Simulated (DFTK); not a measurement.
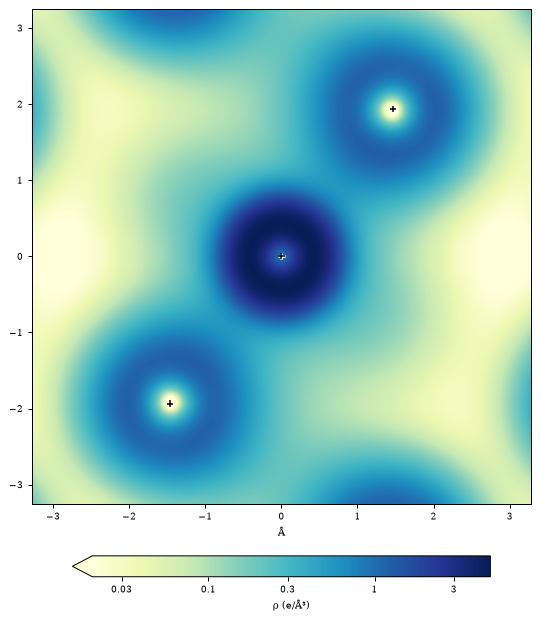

The valence pseudo-density on a plane through atoms (crosses mark nuclei in the plane).

Computed with Kohn-Sham DFT of a periodic cell, PBEsol, dojo.nc.sr.PBEsol.v0_4_1.standard.upf in DFTK 0.8.2.

Candidates:
A. Si, a = 2.62 Å, b = 2.62 Å, c = 2.47 Å, α = 90.00°, β = 90.00°, γ = 120.00°. Space group P6/mmm; a structure from a database of computed crystals, not necessarily the ambient phase.
B. TaS₂, a = 3.35 Å, b = 3.35 Å, c = 5.86 Å, α = 90.00°, β = 90.00°, γ = 120.00°. Space group P-3m1; not relaxed (largest force 1.0 eV/Å); computed pressure about 4 GPa in this cell.
C. Rh, a = 3.80 Å, b = 3.80 Å, c = 3.80 Å, α = 90.00°, β = 90.00°, γ = 90.00°. Space group Fm-3m; computed pressure about −3 GPa in this cell.

Question: Which system is this?

Answer: Candidate B: TaS₂ on the (110) plane of the conventional cell, which holds Ta and S. Ta–S (2.43 Å): the density is about 0.56 e/Å³ at the midpoint.
